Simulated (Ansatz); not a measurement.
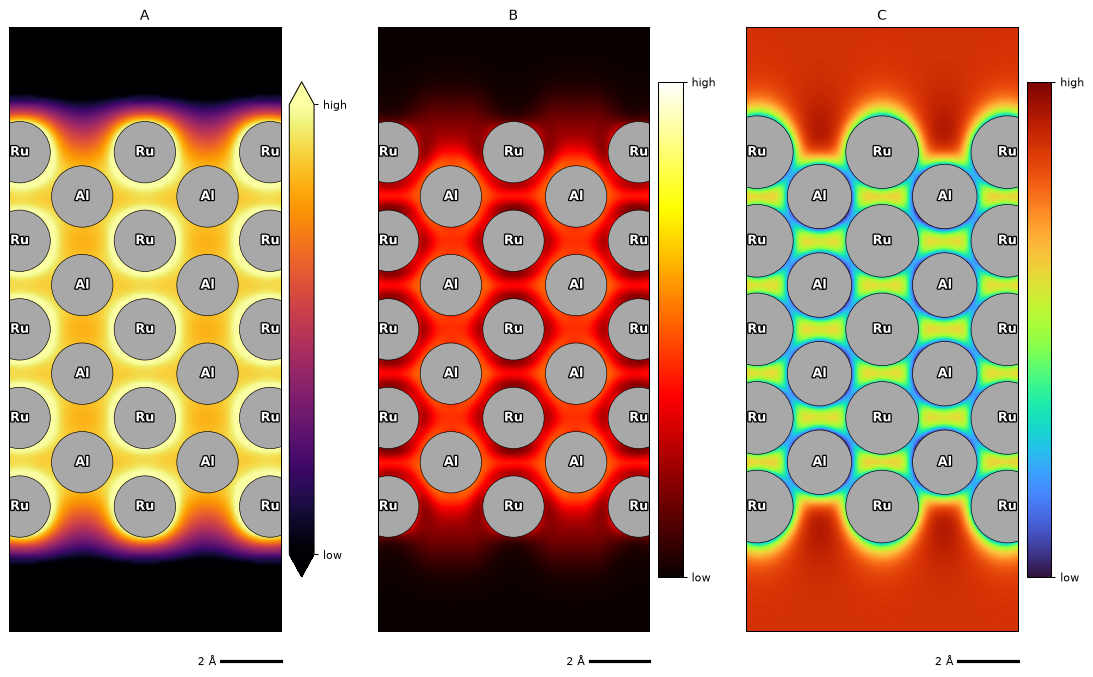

Al4Ru5 (slab): 3 fields on the (11̄0) plane of the calculation cell, a cut from vacuum to vacuum, with unlabelled colour scales. Grey discs cover the atomic cores.

Not relaxed (largest force 0.6 eV/Å); computed without spin polarisation.

Theory: Ansatz 0.2.0, DFT r2SCAN, scalar-relativistic, plane waves, PAW.

Which field does each panel show? The fields are: electron localisation function, electrostatic potential energy of an electron and valence pseudo-density.

Answer. Panel A: valence pseudo-density. Panel B: electron localisation function. Panel C: electrostatic potential energy of an electron (low next to the atoms, rising into the space between them). From the grid: Al–Ru (2.58 Å): ρ at the midpoint is about 0.36 e/Å³; the ELF is about 0.35 at the midpoint.
